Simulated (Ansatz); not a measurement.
# Geometry relaxation, with input and output: MgO (part 1 of 2)

The run: geometry relaxation of MgO (Fm-3m, 2 atoms in the cell). Method and program: DFT PBE, scalar-relativistic, plane waves, PAW, no spin polarisation (Ansatz 0.2.0).

The structure derives from a Materials Project entry.

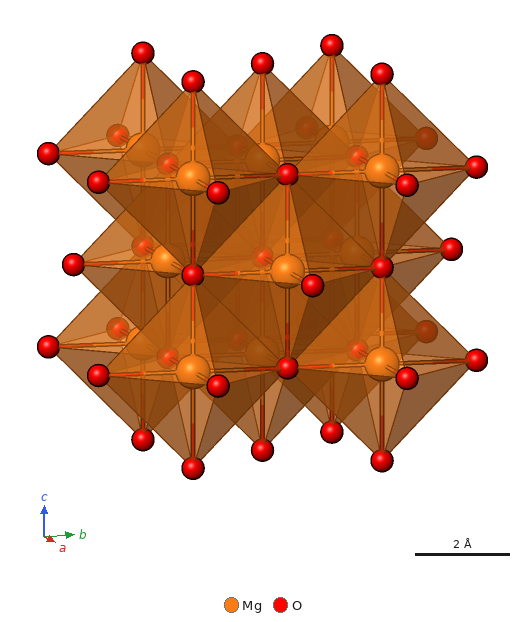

The starting structure (polyhedral view of the cell 4 times as large as that of the calculation, set on its symmetry axes, seen slightly off an axis; polyhedra are completed across the faces of the cell). An atom can appear more than once, as a periodic image.

### Summary

| quantity | value |
| --- | --- |
| outcome | converged |
| space group (tolerance 0.01 Å) | Fm-3m (225) |
| electrons treated | 16 |
| free energy | −2494.1390 eV |
| Fermi energy | 10.007 eV |
| gap on the k-point mesh | 4.46 eV |
| pressure | 0.03 GPa |
| final volume | 19.24 Å³ |
| largest force (length of the vector) at the end | under 0.001 eV/Å |
| final cell | a = 3.008 Å, b = 3.008 Å, c = 3.008 Å, α = 60.00°, β = 60.00°, γ = 60.00° |
| hardware | 4 threads of Intel Xeon (Sapphire Rapids), 32 GiB of memory available, shared host |
| wall time | 2.7 s (CPU time 8 s) |
| peak memory | 0.35 GiB |

### Input
```yaml
crystal:
  lattice:
    - [0.0, 2.0970013927, 2.0970013927]
    - [2.0970013927, 0.0, 2.0970013927]
    - [2.0970013927, 2.0970013927, 0.0]
  atoms:
    - { symbol: Mg, position: [0.0, 0.0, 0.0] }
    - { symbol: O, position: [0.5, 0.5, 0.5] }
basis:
  ecutwfc: 420
kpoints:
  mp_grid: { grid: [10, 10, 10] }
hamiltonian:
  xc: pbe
scf:
  occupations: { method: gaussian, width: 0.02 }
output:
  forces: true
  stress: true
  eigenvalues: true
  write_density: true
  write_potential: true
  elf: true
  volumetric_format: npy
relax:
  adjacent_minimum: "off"
  f_tol: 0.005
  max_steps: 80
  cell: { stress_tol: 0.05 }
```

Launch command:
```bash
ansatz run input.yaml --threads 4 --pin off --max-ram 10240MiB --backend cpu --events-out ev --progress --plain --runs-dir out
```

### What the program printed
```
Engine: ansatz 0.2.0, x86_64-unknown-linux-gnu
Pseudopotentials: kind: paw
Pseudopotential: Mg, paw, valence charge 10, recommended cutoff 420 eV (normal), Mg.paw.azcp
Pseudopotential: O, paw, valence charge 6, recommended cutoff 420 eV (normal), O.paw.azcp
Functional definition: PBE
  parameter kappa = 0.804
  parameter beta = 0.06672455060314922
  exchange = pbe_x(kappa = kappa, mu = beta*pi^2/3)
  correlation = pbe_c(beta = beta)
Crystal: 2 atoms, lattice volume = 18.443 Å³
Basis set: ecut = 420 eV, 339 PW (Γ), exchange–correlation on 40×40×40 points (8 copies of the dense FFT grid, shifted against one another)
Bands: 12, of which v1, the nominal top of the filled ones, is band 8 counted from 1 (7 counted from 0)
Symmetry: 48 space group operations
Space group: Fm-3m (ITA 225), of the structure as read, at distance tolerance 2.6e-5 Å
k-points: 47 of 1000
Non-local potential: Mg, projectors of the file, l = 0: 3, l = 1: 2, l = 2: 1
Non-local potential: O, projectors of the file, l = 0: 2, l = 1: 2, l = 2: 1
PAW form: soft (Blöchl's): semilocal exchange-correlation on the pseudo side does not see the compensation charge
PAW one-centre angular grid: Mg, 110 points (default); XC on 64 Gauss nodes
PAW one-centre angular grid: O, 110 points (default); XC on 64 Gauss nodes
Initial density: superposition of atomic densities (neutral atoms: chi_scale 0, normalization atom), corrected by the library's trained network
Initial wavefunctions: pseudopotential atomic-orbital guess
Functional: x = pbe(κ = 0.804, μ = 0.2195149727645171), c = pbe(β = 0.06672455060314922)
SCF iter   1: F=—  HF=-2494.121530 eV  |F-HF|=—  |Δ(HF+E_count)|=         —  Δρ=5.84e-4  dr2=8.32e-6  ethr=1.77e-3  ⟨swp⟩=6.0  Hψ=3327  notcnv=0
preconditioner: auto → none  [insulator: Δε(μ)=4.867 eV  Ē_g=18.689 eV  σ=0.020 eV  W_gap=1.00  n_scr=8 (ndim 8)  ℏωp=24.5 eV  f_vac=0.000  D(μ)=0.00/eV (n_scr^D=0)  ε∞_Penn≈2.7]
SCF iter   2: F=—  HF=-2494.122261 eV  |F-HF|=—  |Δ(HF+E_count)|=   7.31e-4  Δρ=4.27e-4  dr2=1.60e-5  ethr=5.20e-8  ⟨swp⟩=3.7  Hψ=1713  notcnv=0
SCF iter   3: F=—  HF=-2494.122281 eV  |F-HF|=—  |Δ(HF+E_count)|=   2.02e-5  Δρ=2.31e-4  dr2=4.05e-6  ethr=5.20e-8  ⟨swp⟩=2.9  Hψ=908  notcnv=0
iter 4 did not close the SCF: its close was put off for the readings that it lacked (scf_convergence_deferred on its scf_iter line)
SCF iter   4: F=-2494.122297 eV  HF=-2494.122297 eV  |F-HF|=1.04e-8  |Δ(HF+E_count)|=   1.60e-5  Δρ=2.83e-5  dr2=4.85e-8  ethr=2.53e-8  ⟨swp⟩=2.3  Hψ=867  notcnv=0
iter 5 did not close the SCF: its close was put off for the readings that it lacked (scf_convergence_deferred on its scf_iter line)
SCF iter   5: F=-2494.122297 eV  HF=-2494.122297 eV  |F-HF|=6.92e-9  |Δ(HF+E_count)|=   4.11e-8  Δρ=7.75e-6  dr2=6.27e-9  ethr=3.03e-10  ⟨swp⟩=2.0  Hψ=918  notcnv=0
SCF iter   6: F=-2494.122297 eV  HF=-2494.122297 eV  |F-HF|=8.60e-10  |Δ(HF+E_count)|=   2.64e-9  Δρ=2.61e-6  dr2=5.82e-10  ethr=3.92e-11  ⟨swp⟩=4.6  Hψ=2785  notcnv=0
SCF 1 converged in 6 iterations: F = -2494.122297 eV  dr2 = 5.82e-10
  greatest PAW one-centre occupation: 1.000 electrons in one spin orbital (limit 2), on the Mg atom at site 0 (counted from 0), in its partial waves of l = 0
relax step   1: F+E_penalty+E_count = -2494.12229694 eV  Δ(F+E_penalty+E_count) = +0.000e0 eV  max|allowed force component| = 8.612e-30 eV/Å  Δτ_max = 0.0000 Å  P = +6.906 GPa  Ω = 18.443 Å³  (6 SCF iters, dr2 threshold 1.00e-7 eV, accepted)
Crystal: 2 atoms, lattice volume = 18.766 Å³
Initial density: handed on by an earlier stage of this run
Initial wavefunctions: those handed on with the density
iter 1 solved again at ethr=3.51e-6 eV; its pass at ethr=3.10e-3 eV (dr2=5.61e-4 eV) is discarded
SCF iter   1: F=—  HF=-2494.131983 eV  |F-HF|=—  |Δ(HF+E_count)|=         —  Δρ=1.88e-3  dr2=5.16e-4  ethr=3.51e-6  ⟨swp⟩=2.1  Hψ=4002  notcnv=0
preconditioner: auto → none  [insulator: Δε(μ)=4.693 eV  Ē_g=18.483 eV  σ=0.020 eV  W_gap=1.00  n_scr=8 (ndim 8)  ℏωp=24.2 eV  f_vac=0.000  D(μ)=0.00/eV (n_scr^D=0)  ε∞_Penn≈2.7]
SCF iter   2: F=—  HF=-2494.131849 eV  |F-HF|=—  |Δ(HF+E_count)|=   1.34e-4  Δρ=6.44e-4  dr2=6.69e-5  ethr=3.22e-6  ⟨swp⟩=2.4  Hψ=726  notcnv=0
SCF iter   3: F=—  HF=-2494.131834 eV  |F-HF|=—  |Δ(HF+E_count)|=   1.59e-5  Δρ=1.18e-4  dr2=1.85e-6  ethr=4.18e-7  ⟨swp⟩=2.0  Hψ=749  notcnv=0
iter 4 did not close the SCF: its close was put off for the readings that it lacked (scf_convergence_deferred on its scf_iter line)
SCF iter   4: F=-2494.131834 eV  HF=-2494.131834 eV  |F-HF|=5.34e-8  |Δ(HF+E_count)|=   6.70e-7  Δρ=2.04e-5  dr2=7.38e-8  ethr=1.16e-8  ⟨swp⟩=2.6  Hψ=883  notcnv=0
iter 5 did not close the SCF: its close was put off for the readings that it lacked (scf_convergence_deferred on its scf_iter line)
SCF iter   5: F=-2494.131834 eV  HF=-2494.131834 eV  |F-HF|=8.48e-10  |Δ(HF+E_count)|=   1.70e-8  Δρ=3.68e-6  dr2=1.58e-9  ethr=4.62e-10  ⟨swp⟩=2.0  Hψ=891  notcnv=0
SCF iter   6: F=-2494.131834 eV  HF=-2494.131834 eV  |F-HF|=4.05e-11  |Δ(HF+E_count)|=  5.73e-10  Δρ=7.02e-7  dr2=2.84e-11  ethr=9.85e-12  ⟨swp⟩=4.6  Hψ=2847  notcnv=0
SCF 2 converged in 6 iterations: F = -2494.131834 eV  dr2 = 2.84e-11
relax step   2: F+E_penalty+E_count = -2494.13183419 eV  Δ(F+E_penalty+E_count) = -9.537e-3 eV  max|allowed force component| = 6.549e-30 eV/Å  Δτ_max = 0.0000 Å  P = +3.798 GPa  Ω = 18.766 Å³  energy of the carried Pulay correction = -1.219e-3 eV  (6 SCF iters, dr2 threshold 2.00e-7 eV, accepted)
Crystal: 2 atoms, lattice volume = 19.177 Å³
iter 1 solved again at ethr=4.90e-6 eV; its pass at ethr=3.10e-3 eV (dr2=7.85e-4 eV) is discarded
SCF iter   1: F=—  HF=-2494.135555 eV  |F-HF|=—  |Δ(HF+E_count)|=         —  Δρ=2.24e-3  dr2=7.50e-4  ethr=4.90e-6  ⟨swp⟩=1.0  Hψ=4081  notcnv=0
preconditioner: auto → none  [insulator: Δε(μ)=4.487 eV  Ē_g=18.235 eV  σ=0.020 eV  W_gap=1.00  n_scr=8 (ndim 8)  ℏωp=24.0 eV  f_vac=0.000  D(μ)=0.00/eV (n_scr^D=0)  ε∞_Penn≈2.7]
SCF iter   2: F=—  HF=-2494.135363 eV  |F-HF|=—  |Δ(HF+E_count)|=   1.92e-4  Δρ=7.75e-4  dr2=9.96e-5  ethr=4.69e-6  ⟨swp⟩=2.5  Hψ=750  notcnv=0
SCF iter   3: F=—  HF=-2494.135338 eV  |F-HF|=—  |Δ(HF+E_count)|=   2.45e-5  Δρ=1.45e-4  dr2=2.82e-6  ethr=6.22e-7  ⟨swp⟩=2.0  Hψ=748  notcnv=0
iter 4 did not close the SCF: its close was put off for the readings that it lacked (scf_convergence_deferred on its scf_iter line)
SCF iter   4: F=-2494.135339 eV  HF=-2494.135339 eV  |F-HF|=1.15e-8  |Δ(HF+E_count)|=   1.08e-6  Δρ=1.07e-5  dr2=2.44e-8  ethr=1.76e-8  ⟨swp⟩=2.0  Hψ=752  notcnv=0
iter 5 did not close the SCF: its close was put off for the readings that it lacked (scf_convergence_deferred on its scf_iter line)
SCF iter   5: F=-2494.135339 eV  HF=-2494.135339 eV  |F-HF|=1.29e-9  |Δ(HF+E_count)|=   2.37e-9  Δρ=3.87e-6  dr2=1.34e-9  ethr=1.52e-10  ⟨swp⟩=2.6  Hψ=881  notcnv=0
SCF iter   6: F=-2494.135339 eV  HF=-2494.135339 eV  |F-HF|=5.91e-12  |Δ(HF+E_count)|=  5.58e-10  Δρ=2.29e-7  dr2=3.13e-12  ethr=8.41e-12  ⟨swp⟩=4.1  Hψ=2661  notcnv=0
SCF 3 converged in 6 iterations: F = -2494.135339 eV  dr2 = 3.13e-12
relax step   3: F+E_penalty+E_count = -2494.13533938 eV  Δ(F+E_penalty+E_count) = -3.505e-3 eV  max|allowed force component| = 5.601e-29 eV/Å  Δτ_max = 0.0000 Å  P = +0.180 GPa  Ω = 19.177 Å³  energy of the carried Pulay correction = -2.738e-3 eV  (6 SCF iters, dr2 threshold 2.00e-7 eV, accepted)
Crystal: 2 atoms, lattice volume = 19.198 Å³
iter 1 solved again at ethr=1.21e-8 eV; its pass at ethr=3.10e-3 eV (dr2=1.94e-6 eV) is discarded
SCF iter   1: F=—  HF=-2494.135291 eV  |F-HF|=—  |Δ(HF+E_count)|=         —  Δρ=1.13e-4  dr2=1.87e-6  ethr=1.21e-8  ⟨swp⟩=2.6  Hψ=3973  notcnv=0
preconditioner: auto → none  [insulator: Δε(μ)=4.483 eV  Ē_g=18.229 eV  σ=0.020 eV  W_gap=1.00  n_scr=8 (ndim 8)  ℏωp=24.0 eV  f_vac=0.000  D(μ)=0.00/eV (n_scr^D=0)  ε∞_Penn≈2.7]
SCF iter   2: F=—  HF=-2494.135275 eV  |F-HF|=—  |Δ(HF+E_count)|=   1.64e-5  Δρ=3.62e-5  dr2=2.18e-7  ethr=1.17e-8  ⟨swp⟩=2.0  Hψ=729  notcnv=0
iter 3 did not close the SCF: its close was put off for the readings that it lacked (scf_convergence_deferred on its scf_iter line)
SCF iter   3: F=-2494.135275 eV  HF=-2494.135275 eV  |F-HF|=9.59e-10  |Δ(HF+E_count)|=   1.49e-8  Δρ=8.26e-6  dr2=1.00e-8  ethr=1.36e-9  ⟨swp⟩=2.0  Hψ=739  notcnv=0
iter 4 did not close the SCF: its close was put off for the readings that it lacked (scf_convergence_deferred on its scf_iter line)
SCF iter   4: F=-2494.135275 eV  HF=-2494.135275 eV  |F-HF|=1.43e-10  |Δ(HF+E_count)|=   1.92e-9  Δρ=1.56e-6  dr2=1.44e-10  ethr=6.26e-11  ⟨swp⟩=2.1  Hψ=786  notcnv=0
iter 5 did not close the SCF: its close was put off for the readings that it lacked (scf_convergence_deferred on its scf_iter line)
SCF iter   5: F=-2494.135275 eV  HF=-2494.135275 eV  |F-HF|=1.82e-12  |Δ(HF+E_count)|=  7.91e-11  Δρ=3.15e-7  dr2=8.38e-12  ethr=1.00e-12  ⟨swp⟩=2.0  Hψ=752  notcnv=0
SCF iter   6: F=-2494.135275 eV  HF=-2494.135275 eV  |F-HF|=4.55e-13  |Δ(HF+E_count)|=  1.82e-12  Δρ=2.61e-8  dr2=4.90e-14  ethr=1.00e-12  ⟨swp⟩=4.0  Hψ=2234  notcnv=0
SCF 4 converged in 6 iterations: F = -2494.135275 eV  dr2 = 4.90e-14
relax step   4: F+E_penalty+E_count = -2494.13527488 eV  Δ(F+E_penalty+E_count) = +6.450e-5 eV  max|allowed force component| = 5.119e-30 eV/Å  Δτ_max = 0.0000 Å  P = +0.005 GPa  Ω = 19.198 Å³  energy of the carried Pulay correction = -2.815e-3 eV  (6 SCF iters, accepted)
Basis set: ecut = 420 eV, 339 PW (Γ), exchange–correlation on 48×48×48 points (8 copies of the dense FFT grid, shifted against one another)
Initial wavefunctions: pseudopotential atomic-orbital guess (no wavefunctions were taken with the density)
iter 1 solved again at ethr=2.02e-7 eV; its pass at ethr=3.10e-3 eV (dr2=3.23e-5 eV) is discarded
SCF iter   1: F=—  HF=-2494.138793 eV  |F-HF|=—  |Δ(HF+E_count)|=         —  Δρ=4.46e-4  dr2=4.79e-6  ethr=2.02e-7  ⟨swp⟩=2.9  Hψ=4861  notcnv=0
preconditioner: auto → none  [insulator: Δε(μ)=4.483 eV  Ē_g=18.230 eV  σ=0.020 eV  W_gap=1.00  n_scr=8 (ndim 8)  ℏωp=24.0 eV  f_vac=0.000  D(μ)=0.00/eV (n_scr^D=0)  ε∞_Penn≈2.7]
SCF iter   2: F=—  HF=-2494.138832 eV  |F-HF|=—  |Δ(HF+E_count)|=   3.95e-5  Δρ=2.04e-4  dr2=7.52e-7  ethr=3.00e-8  ⟨swp⟩=2.0  Hψ=731  notcnv=0
SCF iter   3: F=—  HF=-2494.138851 eV  |F-HF|=—  |Δ(HF+E_count)|=   1.94e-5  Δρ=3.28e-5  dr2=2.07e-8  ethr=4.70e-9  ⟨swp⟩=2.0  Hψ=752  notcnv=0
SCF iter   4: F=—  HF=-2494.138852 eV  |F-HF|=—  |Δ(HF+E_count)|=   4.70e-7  Δρ=1.36e-6  dr2=9.92e-11  ethr=1.29e-10  ⟨swp⟩=2.0  Hψ=752  notcnv=0
iter 5 did not close the SCF: its close was put off for the readings that it lacked (scf_convergence_deferred on its scf_iter line)
SCF iter   5: F=-2494.138852 eV  HF=-2494.138852 eV  |F-HF|=2.27e-12  |Δ(HF+E_count)|=  3.22e-10  Δρ=1.47e-7  dr2=1.77e-12  ethr=1.00e-12  ⟨swp⟩=2.0  Hψ=752  notcnv=0
SCF iter   6: F=-2494.138852 eV  HF=-2494.138852 eV  |F-HF|=0.00e0  |Δ(HF+E_count)|=  9.09e-13  Δρ=1.69e-8  dr2=2.98e-14  ethr=1.00e-12  ⟨swp⟩=3.4  Hψ=2089  notcnv=0
SCF 5 converged in 6 iterations: F = -2494.138852 eV  dr2 = 2.98e-14
relax step   5: F+E_penalty+E_count = -2494.13885194 eV  Δ(F+E_penalty+E_count) = -3.577e-3 eV  max|allowed force component| = 2.769e-30 eV/Å  Δτ_max = 0.0000 Å  P = +0.354 GPa  Ω = 19.198 Å³  stress off target by 3.54e-1 GPa  SCF on the basis re-selected at this cell (its energy is not comparable with the rows above)  (6 SCF iters)
basis re-selected at this cell: Δ(F+E_penalty+E_count) = -3.577e-3 eV, ΔP = +0.349 GPa vs the last step (what re-selecting the basis moved, of the pressure what is left beyond the Pulay correction that the steps carried, after the strain that the cell walked since its last selection, with what the two solves' SCF thresholds leave and, on support functions, any second-order correction that the steps lacked; it is no measure of the basis error at this ecutwfc). The dense FFT grid was sized anew with the basis: this SCF ran on 24×24×24 points, the steps before it on 20×20×20, so part of this shift can come from that change (see relax.cell in the input reference). This SCF's stress stands 3.54e-1 GPa from its target on what of the cell is left free (relax.cell.stress_tol is 5.00e-2 GPa) and its largest allowed force component is 2.77e-30 eV/Å (relax.f_tol is 5.00e-3 eV/Å): not within both, so this SCF does not close the relaxation
Crystal: 2 atoms, lattice volume = 19.240 Å³
iter 1 solved again at ethr=4.69e-8 eV; its pass at ethr=3.10e-3 eV (dr2=7.51e-6 eV) is discarded
```
